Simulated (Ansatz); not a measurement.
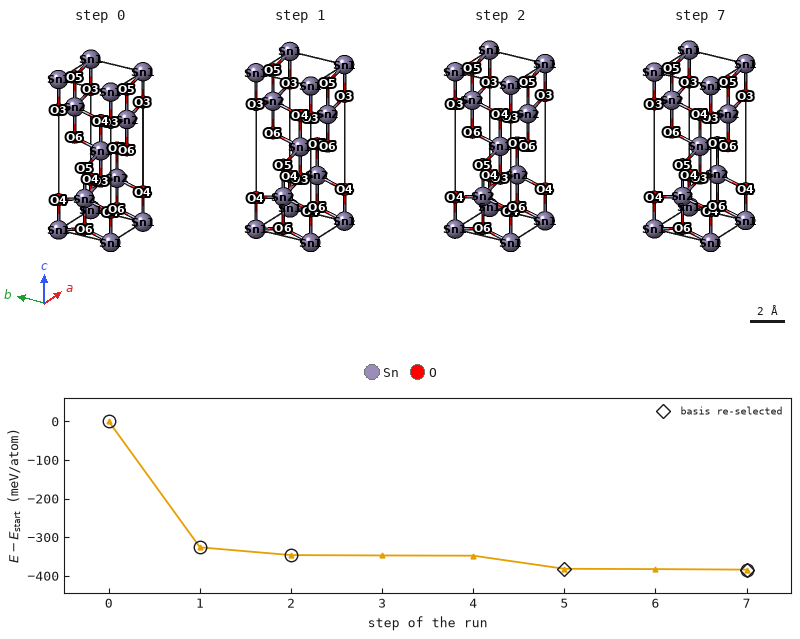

Frames of a relaxation of solid SnO$_{2}$ (a generated structure, set up in I4_1/amd) (coarse preliminary run), marked on the history of the run. A ball-and-stick model of the conventional cell (2 times the calculation's cell), seen from a free direction. Lengths and directions refer to the drawn axes.

Case: Zr → Sn on all its sites, cell and atoms relaxed.

All numbers below come from Ansatz 0.2.0, DFT LDA, scalar-relativistic, plane waves, PAW. (plane-wave cutoff 420 eV; k-point mesh 8 × 8 × 8; occupations gaussian; smearing width 0.1 eV; no spin polarisation; cell and atoms relaxed; force threshold 0.05 eV/Å; at most 60 steps)

> Describe the path.

The energy falls by 384 meV per atom in 5 accepted moves (7 points after the start). The largest force component goes from 1.1 to 0.0049 eV/Å. Pressure: 60.20 GPa at the start and 0.31 GPa at the end. The SCF was repeated twice at an unchanged geometry on a basis and grid sized afresh for the cell, which shifted the energy by 33.9 meV per atom at most. The largest moves relative to the cell, 0.016 Å, are those of O3, O4, O5 and O6. O3 goes along −c. Sn stays in place. The drawn cell changes as follows: a = b 3.668 → 3.967 Å (+8.1 %), c 9.774 → 10.190 Å (+4.3 %); the volume changes by +21.9 %. Near-neighbour distances that change, for instance: Sn1–O5 1.895 → 2.041 Å, Sn1–O3 1.968 → 2.068 Å. The space group stays I4_1/amd (No. 141). From step 0 to 1: volume +14.4 %, energy −326 meV per atom. From step 1 to 2: volume +3.7 %, energy −20.2 meV per atom. From step 2 to 7: volume +2.7 %, energy −37.6 meV per atom.
